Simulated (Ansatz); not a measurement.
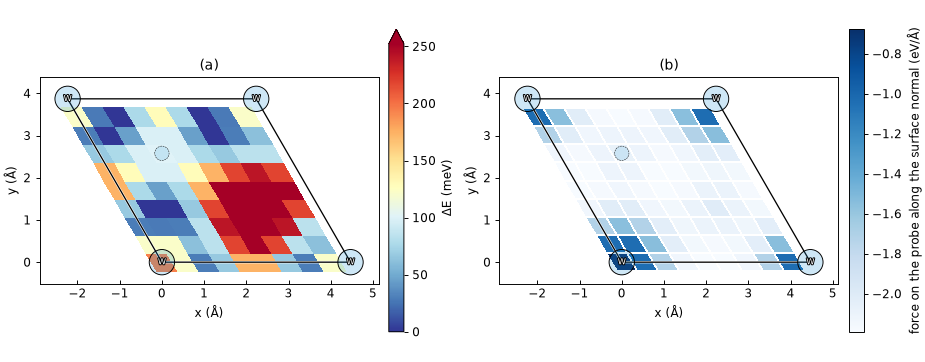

Si on a W(111) slab cut from the Im-3m phase, its upper half relaxed before the scan (6 atoms of substrate and one adsorbate in a 1 × 1 cell). Si is moved over the surface cell at a fixed height above a rigid substrate; the origin of the map has the adsorbate above W6; the height is held at 2.50 Å. Places are given modulo a cell vector. The map is drawn in real space over the plane of the surface. Grid: 9 × 9 points; 19 points were computed and 62 follow by symmetry. Energies: meV, counted from the lowest grid point. The runs have no spin polarisation, so an open-shell adsorbate far from the surface lies too high. With one adsorbate in each 1 × 1 cell, its nearest image is 4.5 Å away, so neighbouring adsorbates interact. At a fixed height the lowest place need not be the adsorption site. These are results of DFT PBE+D3(BJ), scalar-relativistic, plane waves, PAW (Ansatz 0.2.0), not measurements. Settings: cutoff 420 eV, k-mesh 6×6×1, gaussian smearing 0.1 eV, no spin polarisation.

Panel (a) is the energy; panel (b) is the computed force on the probe along the surface normal, in eV/Å.

The picture shows one coloured cell a grid point, labelled circles for the atoms of the top layer and small ones for the second layer, the outline of one cell of the plane, one colour for all values above the top of the scale.

How does the force on the probe along the surface normal vary over the map, and what is it at the lowest grid point?

Answer. It runs from −2.19 eV/Å at (0/9, 4/9) of the cell vectors [nearest 1 W at 3.19 Å] to −0.68 eV/Å at the top site over a surface W atom, (0/9, 0/9) of the cell vectors. At the lowest grid point, (1/9, 3/9) of the cell vectors [nearest 1 W at 2.82 Å], it is −2.02 eV/Å.

PAW datasets: the set soft_1.
